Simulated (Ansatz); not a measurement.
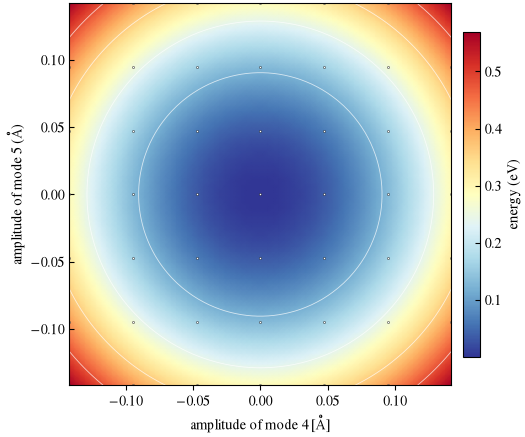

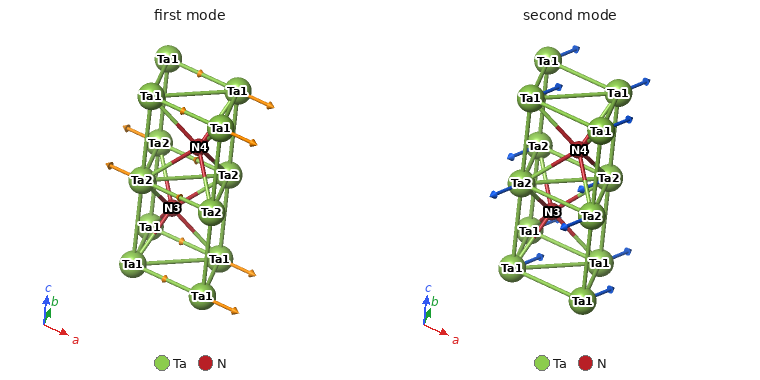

Energy landscape of TaN (P6_3/mmc, No. 194; 4 atoms in the cell). 
- The energy is mapped over two normal modes frozen in (zone-centre modes of the 4-atom cell of this scan).
- Coordinates scanned: (1) amplitude of mode 4 (149 cm⁻¹), largest displacement; (2) amplitude of mode 5 (149 cm⁻¹), largest displacement.
- Nothing is relaxed (the cell and all other modes fixed).
- The scan uses a 7 × 7 grid; 16 points were computed and 33 follow by symmetry.
- Points are written as (first, second).
- Energies: eV per cell, counted from the lowest grid point.
- Theory: DFT PBEsol, scalar-relativistic, plane waves, PAW in Ansatz 0.2.0. Settings: cutoff 520 eV, k-mesh 15×15×8 in the order of the run's cell vectors, gaussian smearing 0.15 eV, no spin polarisation.

The picture shows a smooth colour map with a few white contour lines, dots at the grid points. Between grid points the surface is interpolated. The second picture is the structure at the lowest point

Describe this landscape.

Answer. The lowest grid point is at (0.000 Å, 0.000 Å). It is the only kind of minimum in the scanned range. The highest grid point, (−0.142 Å, −0.142 Å), lies 0.569 eV above the lowest.

The values on the grid:

| second ↓, first → | −0.142 | −0.095 | −0.047 | 0.000 | 0.047 | 0.095 | 0.142 |
| --- | --- | --- | --- | --- | --- | --- | --- |
| 0.142 | 0.569 | 0.416 | 0.322 | 0.291 | 0.322 | 0.416 | 0.569 |
| 0.095 | 0.416 | 0.260 | 0.163 | 0.131 | 0.163 | 0.260 | 0.416 |
| 0.047 | 0.322 | 0.163 | 0.066 | 0.033 | 0.066 | 0.163 | 0.322 |
| 0.000 | 0.291 | 0.131 | 0.033 | 0.000 | 0.033 | 0.131 | 0.291 |
| −0.047 | 0.322 | 0.163 | 0.066 | 0.033 | 0.066 | 0.163 | 0.322 |
| −0.095 | 0.416 | 0.260 | 0.163 | 0.131 | 0.163 | 0.260 | 0.416 |
| −0.142 | 0.569 | 0.416 | 0.322 | 0.291 | 0.322 | 0.416 | 0.569 |

Each point was launched as `ansatz run input.yaml --threads 2 --pin off --max-ram 4096MiB --backend cpu --events-out ev --progress --plain --runs-dir out`. Time for the 16 points that were run: 12 min on 2 threads of Arm Neoverse N1, with other jobs on the host.

PAW datasets: the set soft_1.
